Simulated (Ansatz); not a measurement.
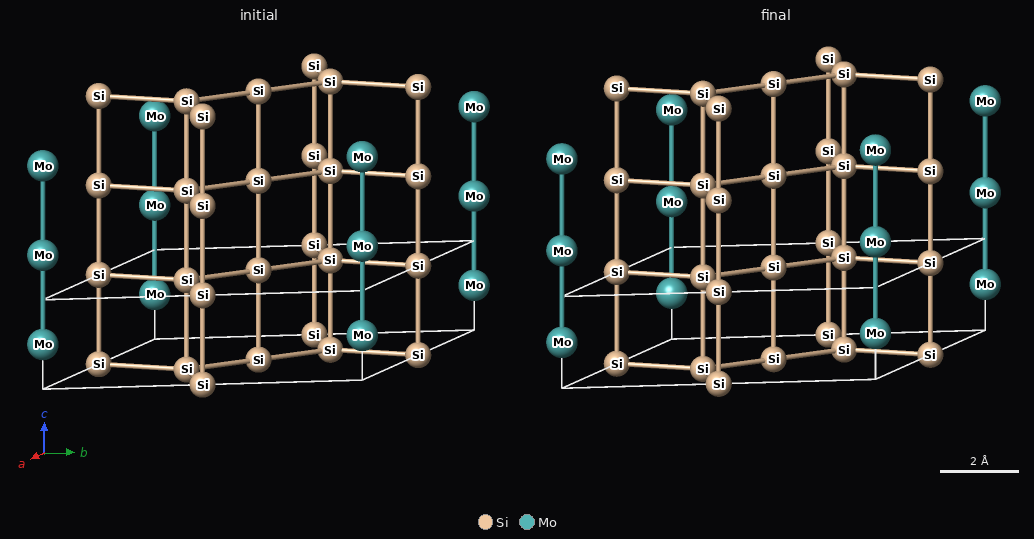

The structure of solid Si₅Mo (a generated structure, set up in P6/mmm) (coarse preliminary run) before (left) and after (right) a relaxation, at one scale.

Style: ball-and-stick. Shown: the cell of the calculation, repeated 1 × 1 × 3 with one cell outlined, slightly off an axis.

These are results of DFT PBE, scalar-relativistic, plane waves, PAW (Ansatz 0.2.0), not measurements. (plane-wave cutoff 420 eV; k-point mesh 3 × 3 × 8; occupations gaussian; smearing width 0.1 eV; no spin polarisation; cell and atoms relaxed; force threshold 0.04 eV/Å; at most 70 steps)

What changed between the two?

Answer. The atoms keep their places relative to the cell (all moves are under 0.005 Å). Cell: a = b 8.357 → 8.203 Å (−1.8 %), c 2.336 → 2.397 Å (+2.6 %). Volume −1.1 %. Among the contacts that change: Si–Si 2.336 → 2.397 Å, Mo–Mo 2.336 → 2.397 Å, Si–Si 2.413 → 2.368 Å. The space group stays P6/mmm (No. 191). The energy falls by 22.4 meV per atom in 2 accepted moves (3 points after the start). All forces vanish by symmetry, so only the cell relaxes. Pressure: 1.28 GPa at the start and 0.16 GPa at the end. The SCF was repeated once at an unchanged geometry on a basis and grid sized afresh for the cell, which shifted the energy by less than 0.05 meV per atom at most.
